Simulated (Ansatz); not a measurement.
# Run report: C, single-point calculation (part 1 of 2)

System: C (64 atoms in the cell).
Method: DFT PBE, scalar-relativistic, plane waves, PAW, no spin polarisation (Ansatz 0.2.0).

The structure derives from an entry of the Crystallography Open Database.

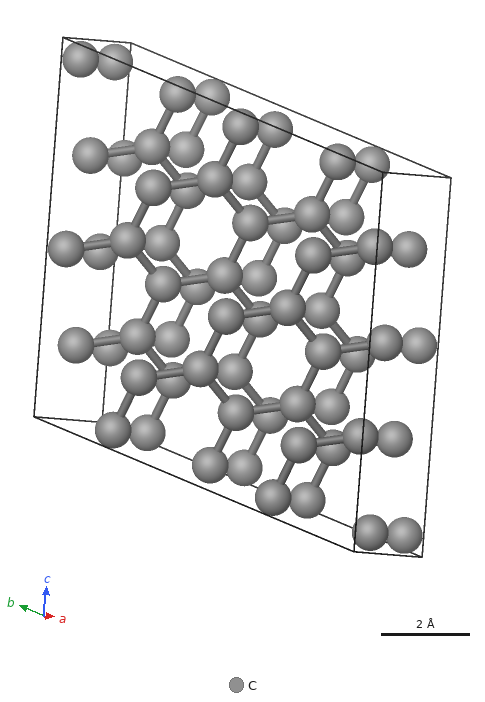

**Figure 1.** The structure (ball-and-stick view of the cell of the calculation, seen at an oblique angle). An atom can appear more than once, as a periodic image.

The input
```yaml
crystal:
  lattice:
    - [0.0, -4.254, -6.696]
    - [-4.912, 4.254, -6.696]
    - [4.912, 4.254, -6.696]
  atoms:
    - { symbol: C, position: [0.666665, 0.791668, 0.041668] }
    - { symbol: C, position: [0.416665, 0.791668, 0.291668] }
    - { symbol: C, position: [0.166665, 0.791668, 0.541668] }
    - { symbol: C, position: [0.916665, 0.791668, 0.791668] }
    - { symbol: C, position: [0.416664, 0.541667, 0.041668] }
    - { symbol: C, position: [0.166664, 0.541667, 0.291668] }
    - { symbol: C, position: [0.916664, 0.541667, 0.541668] }
    - { symbol: C, position: [0.666664, 0.541667, 0.791668] }
    - { symbol: C, position: [0.166665, 0.291668, 0.041668] }
    - { symbol: C, position: [0.916665, 0.291668, 0.291668] }
    - { symbol: C, position: [0.666665, 0.291668, 0.541668] }
    - { symbol: C, position: [0.416665, 0.291668, 0.791668] }
    - { symbol: C, position: [0.916665, 0.041668, 0.041668] }
    - { symbol: C, position: [0.666665, 0.041668, 0.291668] }
    - { symbol: C, position: [0.416665, 0.041668, 0.541668] }
    - { symbol: C, position: [0.166665, 0.041668, 0.791668] }
    - { symbol: C, position: [0.166665, 0.791668, 0.041668] }
    - { symbol: C, position: [0.916665, 0.791668, 0.291668] }
    - { symbol: C, position: [0.666665, 0.791668, 0.541668] }
    - { symbol: C, position: [0.416665, 0.791668, 0.791668] }
    - { symbol: C, position: [0.916664, 0.541667, 0.041668] }
    - { symbol: C, position: [0.666664, 0.541667, 0.291668] }
    - { symbol: C, position: [0.416664, 0.541667, 0.541668] }
    - { symbol: C, position: [0.166664, 0.541667, 0.791668] }
    - { symbol: C, position: [0.666665, 0.291668, 0.041668] }
    - { symbol: C, position: [0.416665, 0.291668, 0.291668] }
    - { symbol: C, position: [0.166665, 0.291668, 0.541668] }
    - { symbol: C, position: [0.916665, 0.291668, 0.791668] }
    - { symbol: C, position: [0.416665, 0.041668, 0.041668] }
    - { symbol: C, position: [0.166665, 0.041668, 0.291668] }
    - { symbol: C, position: [0.916665, 0.041668, 0.541668] }
    - { symbol: C, position: [0.666665, 0.041668, 0.791668] }
    - { symbol: C, position: [0.333335, 0.958332, 0.208332] }
    - { symbol: C, position: [0.083334, 0.958332, 0.458333] }
    - { symbol: C, position: [0.833335, 0.958332, 0.708332] }
    - { symbol: C, position: [0.583335, 0.958332, 0.958332] }
    - { symbol: C, position: [0.083335, 0.708332, 0.208332] }
    - { symbol: C, position: [0.833334, 0.708332, 0.458333] }
    - { symbol: C, position: [0.583335, 0.708332, 0.708332] }
    - { symbol: C, position: [0.333335, 0.708332, 0.958332] }
    - { symbol: C, position: [0.833335, 0.458332, 0.208332] }
    - { symbol: C, position: [0.583334, 0.458332, 0.458333] }
    - { symbol: C, position: [0.333335, 0.458332, 0.708332] }
    - { symbol: C, position: [0.083335, 0.458332, 0.958332] }
    - { symbol: C, position: [0.583335, 0.208332, 0.208332] }
    - { symbol: C, position: [0.333334, 0.208332, 0.458333] }
    - { symbol: C, position: [0.083335, 0.208332, 0.708332] }
    - { symbol: C, position: [0.833335, 0.208332, 0.958332] }
    - { symbol: C, position: [0.833335, 0.958332, 0.208332] }
    - { symbol: C, position: [0.583334, 0.958332, 0.458333] }
    - { symbol: C, position: [0.333335, 0.958332, 0.708332] }
    - { symbol: C, position: [0.083335, 0.958332, 0.958332] }
    - { symbol: C, position: [0.583335, 0.708332, 0.208332] }
    - { symbol: C, position: [0.333334, 0.708332, 0.458333] }
    - { symbol: C, position: [0.083335, 0.708332, 0.708332] }
    - { symbol: C, position: [0.833335, 0.708332, 0.958332] }
    - { symbol: C, position: [0.333335, 0.458332, 0.208332] }
    - { symbol: C, position: [0.083334, 0.458332, 0.458333] }
    - { symbol: C, position: [0.833335, 0.458332, 0.708332] }
    - { symbol: C, position: [0.583335, 0.458332, 0.958332] }
    - { symbol: C, position: [0.083335, 0.208332, 0.208332] }
    - { symbol: C, position: [0.833334, 0.208332, 0.458333] }
    - { symbol: C, position: [0.583335, 0.208332, 0.708332] }
    - { symbol: C, position: [0.333335, 0.208332, 0.958332] }
basis:
  ecutwfc: 420
  fft_grid_basis: typed
kpoints:
  mp_grid: { grid: [2, 2, 2] }
hamiltonian:
  xc: pbe
  pseudopotentials: { kind: paw }
scf:
  occupations: { method: gaussian, width: 0.05 }
output:
  forces: true
  stress: false
  eigenvalues: true
  bader: false
  write_density: true
  volumetric_format: npy
```

Hardware: 4 threads of Arm Neoverse V1, 24 GiB of memory available, shared host.

Run as:
```bash
ansatz run input.yaml --threads 4 --pin off --max-ram 10240MiB --backend cpu --events-out ev --progress --plain --runs-dir out
```

Log
```
Warning: the atoms were moved onto the symmetric positions of the space group found under crystal.symmetry.tolerance 1.0e-5 (fractional; no operation is sought that the atoms, as they stand in a round, miss by more than twice it, and no atom is moved by as much as it), and the run uses the moved positions. Before a round's move an operation carried an atom to 1.43e-5 Å from where it should land, the largest such distance. Atom 4 (counting from 0) moved farthest, by 1.28e-5 Å; the longest move in fractions of the cell, of whichever atom, is 0.13 of the tolerance, in 1 round. To run the atoms as typed, lower crystal.symmetry.tolerance until the operations that they miss are no longer found, or set crystal.symmetry.detect: false (a key that needs symmetry detection or time reversal refuses this as the deck is read). The positions used, in the order of the run's atom list: position: [0.6666650000000001, 0.791667875, 0.04166787500000003]; position: [0.41666500000000006, 0.791667875, 0.291667875]; position: [0.166665, 0.791667875, 0.541667875]; position: [0.9166650000000001, 0.791667875, 0.791667875]; position: [0.41666500000000006, 0.541667875, 0.04166787500000003]; position: [0.166665, 0.541667875, 0.291667875]; position: [0.9166650000000001, 0.541667875, 0.541667875]; position: [0.6666650000000001, 0.541667875, 0.791667875]; position: [0.166665, 0.291667875, 0.04166787500000003]; position: [0.9166650000000001, 0.291667875, 0.291667875]; position: [0.6666650000000001, 0.291667875, 0.541667875]; position: [0.41666500000000006, 0.291667875, 0.791667875]; position: [0.9166650000000001, 0.041667875000000014, 0.04166787500000003]; position: [0.6666650000000001, 0.041667875000000014, 0.291667875]; position: [0.41666500000000006, 0.041667875000000014, 0.541667875]; position: [0.166665, 0.041667875000000014, 0.791667875]; position: [0.166665, 0.791667875, 0.04166787500000003]; position: [0.9166650000000001, 0.791667875, 0.291667875]; position: [0.6666650000000001, 0.791667875, 0.541667875]; position: [0.41666500000000006, 0.791667875, 0.791667875]; position: [0.9166650000000001, 0.541667875, 0.04166787500000003]; position: [0.6666650000000001, 0.541667875, 0.291667875]; position: [0.41666500000000006, 0.541667875, 0.541667875]; position: [0.166665, 0.541667875, 0.791667875]; position: [0.6666650000000001, 0.291667875, 0.04166787500000003]; position: [0.41666500000000006, 0.291667875, 0.291667875]; position: [0.166665, 0.291667875, 0.541667875]; position: [0.9166650000000001, 0.291667875, 0.791667875]; position: [0.41666500000000006, 0.041667875000000014, 0.04166787500000003]; position: [0.166665, 0.041667875000000014, 0.291667875]; position: [0.9166650000000001, 0.041667875000000014, 0.541667875]; position: [0.6666650000000001, 0.041667875000000014, 0.791667875]; position: [0.33333500000000005, 0.958332125, 0.208332125]; position: [0.08333500000000002, 0.958332125, 0.45833212500000003]; position: [0.833335, 0.958332125, 0.708332125]; position: [0.583335, 0.958332125, 0.958332125]; position: [0.08333500000000002, 0.708332125, 0.208332125]; position: [0.833335, 0.708332125, 0.45833212500000003]; position: [0.583335, 0.708332125, 0.708332125]; position: [0.33333500000000005, 0.708332125, 0.958332125]; position: [0.833335, 0.45833212500000003, 0.208332125]; position: [0.583335, 0.45833212500000003, 0.45833212500000003]; position: [0.33333500000000005, 0.45833212500000003, 0.708332125]; position: [0.08333500000000002, 0.45833212500000003, 0.958332125]; position: [0.583335, 0.208332125, 0.208332125]; position: [0.33333500000000005, 0.208332125, 0.45833212500000003]; position: [0.08333500000000002, 0.208332125, 0.708332125]; position: [0.833335, 0.208332125, 0.958332125]; position: [0.833335, 0.958332125, 0.208332125]; position: [0.583335, 0.958332125, 0.45833212500000003]; position: [0.33333500000000005, 0.958332125, 0.708332125]; position: [0.08333500000000002, 0.958332125, 0.958332125]; position: [0.583335, 0.708332125, 0.208332125]; position: [0.33333500000000005, 0.708332125, 0.45833212500000003]; position: [0.08333500000000002, 0.708332125, 0.708332125]; position: [0.833335, 0.708332125, 0.958332125]; position: [0.33333500000000005, 0.45833212500000003, 0.208332125]; position: [0.08333500000000002, 0.45833212500000003, 0.45833212500000003]; position: [0.833335, 0.45833212500000003, 0.708332125]; position: [0.583335, 0.45833212500000003, 0.958332125]; position: [0.08333500000000002, 0.208332125, 0.208332125]; position: [0.833335, 0.208332125, 0.45833212500000003]; position: [0.583335, 0.208332125, 0.708332125]; position: [0.33333500000000005, 0.208332125, 0.958332125];
Engine: ansatz 0.2.0, aarch64-unknown-linux-gnu
Pseudopotentials: kind: paw
Pseudopotential: C, paw, valence charge 4, recommended cutoff 420 eV (normal), C.paw.azcp
Functional definition: PBE
  parameter kappa = 0.804
  parameter beta = 0.06672455060314922
  exchange = pbe_x(kappa = kappa, mu = beta*pi^2/3)
  correlation = pbe_c(beta = beta)
Crystal: 64 atoms, lattice volume = 559.669 Å³
Basis set: ecut = 420 eV, 10989 PW (Γ), exchange–correlation on 108×128×128 points (8 copies of the dense FFT grid, shifted against one another)
Bands: 192, of which v1, the nominal top of the filled ones, is band 128 counted from 1 (127 counted from 0)
Symmetry: 128 space group operations
Space group: Fmmm (ITA 69), of the structure as read, at distance tolerance 8.2e-5 Å
k-points: 6 of 8
Non-local potential: C, projectors of the file, l = 0: 2, l = 1: 2, l = 2: 1
PAW form: soft (Blöchl's): semilocal exchange-correlation on the pseudo side does not see the compensation charge
PAW one-centre angular grid: C, 110 points (default); XC on 64 Gauss nodes
Initial density: superposition of atomic densities (neutral atoms: chi_scale 0, normalization atom), corrected by the library's trained network
Initial wavefunctions: pseudopotential atomic-orbital guess
Functional: x = pbe(κ = 0.804, μ = 0.2195149727645171), c = pbe(β = 0.06672455060314922)
SCF iter   1: F=—  HF=-16059.249638 eV  |F-HF|=—  |Δ(HF+E_count)|=         —  Δρ=2.34e-3  dr2=2.50e-2  ethr=1.77e-3  ⟨swp⟩=7.0  Hψ=5298  notcnv=0  defer=174
preconditioner: auto → Resta (q_TF=auto, 2.395 Å⁻¹)  ε∞=3.5  [insulator: Δε(μ)=1.068 eV  Ē_g=15.827 eV  σ=0.050 eV  W_gap=1.00  n_scr=132 (ndim 8)  ℏωp=25.1 eV  f_vac=0.004  D(μ)=0.00/eV (n_scr^D=0)  ε∞_Penn≈3.5]
SCF iter   2: F=—  HF=-16059.254911 eV  |F-HF|=—  |Δ(HF+E_count)|=   5.27e-3  Δρ=1.32e-3  dr2=8.66e-3  ethr=9.78e-6  ⟨swp⟩=2.0  Hψ=1809  notcnv=0  defer=234
SCF iter   3: F=—  HF=-16059.257567 eV  |F-HF|=—  |Δ(HF+E_count)|=   2.66e-3  Δρ=2.59e-4  dr2=2.02e-4  ethr=3.38e-6  ⟨swp⟩=2.0  Hψ=1563  notcnv=0  defer=16
automatic band count: iteration 3 solves 148 bands in place of 192: the levels show a gap, and the empty bands left out lie too high to hold charge; the band table lists the bands solved (type scf.n_extra_bands for more)
SCF iter   4: F=—  HF=-16059.257530 eV  |F-HF|=—  |Δ(HF+E_count)|=   3.74e-5  Δρ=5.09e-5  dr2=2.35e-5  ethr=7.89e-8  ⟨swp⟩=2.0  Hψ=1563  notcnv=0  defer=16
SCF iter   5: F=—  HF=-16059.257078 eV  |F-HF|=—  |Δ(HF+E_count)|=   4.51e-4  Δρ=1.91e-5  dr2=3.00e-6  ethr=9.17e-9  ⟨swp⟩=2.3  Hψ=1590  notcnv=0  defer=16
SCF iter   6: F=—  HF=-16059.257078 eV  |F-HF|=—  |Δ(HF+E_count)|=   4.13e-7  Δρ=4.84e-6  dr2=1.59e-7  ethr=1.17e-9  ⟨swp⟩=2.0  Hψ=1554  notcnv=0  defer=16
SCF iter   7: F=-16059.257078 eV  HF=-16059.257078 eV  |F-HF|=1.10e-9  |Δ(HF+E_count)|=   4.04e-8  Δρ=5.24e-7  dr2=1.69e-9  ethr=3.91e-11  ⟨swp⟩=11.3  Hψ=3923  notcnv=0
SCF 1 converged in 7 iterations: F = -16059.257078 eV  dr2 = 1.69e-9
  greatest PAW one-centre occupation: 0.675 electrons in one spin orbital (limit 2), on the C atom at site 63 (counted from 0), in its partial waves of l = 0
SCF converged after 7 iterations
Free energy (F): -16059.257078 eV
Harris-Foulkes:  -16059.257078 eV  (|F-HF|=1.10e-9)
Internal energy: -16059.257078 eV  (E = F + TS)
E sigma→0 (E₀):  -16059.257078 eV
Fermi energy:    7.334691 eV
--- Per-component energies (eV) ---
  E_band       = -531.609838
  E_kinetic    = 5842.247595
  E_local      = -9791.160979  (includes V_loc(G=0)·N_el)
  E_nonlocal   = 1752.834268
  E_hartree    = 2957.731367
  E_xc         = -3079.064077
  E_vxc        = -3812.908616  (∫ρ·V_xc dr)
  E_paw        = -6360.194109  (= ΣΔE_a)
  E_vpaw       = -438.081338  (= ΣTr[D̂ρ^β])
  E_aug_tail   = 0.000488  (compensation charges beyond the density's cutoff)
  E_ewald      = -7381.651630
  E_smearing   = -0.000000  (= −TS)
  E_closure    = 0.000000  (closes the sum)
  Σ components = -16059.257078   (vs F -16059.257078, Δ=0.00e0)
```
